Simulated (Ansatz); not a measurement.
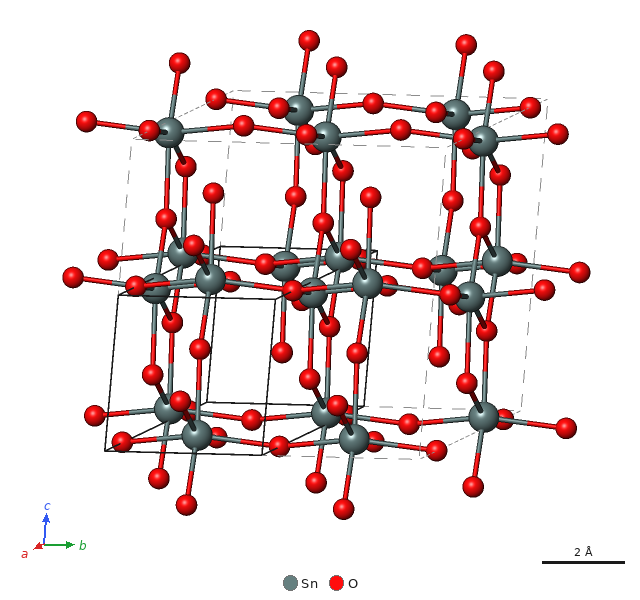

Shown here is a ball-and-stick view of the crystal, taken slightly off an axis. A 1×2×2 array of cells is drawn; the conventional unit cell has the solid edges. Some neighbours outside the box are added.

SnO2, space group C2/m (No. 12), a = 10.93 Å, b = 3.97 Å, c = 3.97 Å, α = 90.00°, β = 111.32°, γ = 90.00°.

Electronic-structure method: DFT LDA, scalar-relativistic, plane waves, PAW (Ansatz). Parameters: a kinetic-energy cutoff of 420 eV, k-points about 0.22 Å⁻¹ apart, Gaussian smearing of 0.05 eV, no spin polarisation.

**Classify it as metallic or gapped, with the value.**

A semiconductor at this level, with a gap of 1.34 eV on the k-mesh (the true edges may lie between mesh points, so the gap can be somewhat smaller).

**Would the cell expand or shrink if it could?**

The computed pressure is -0.7 GPa (stretched: it would shrink). The stress isn't hydrostatic: its largest component is 10.3 GPa.

It derives from a structure listed in the Materials Project. The cell was then strained or its atoms displaced on purpose. It was the input of a calculation with Ansatz.

At this level of theory the run's own cell isn't at rest (forces up to 2.0 eV/Å), so its distances can differ from those at equilibrium, the more so the softer the solid.
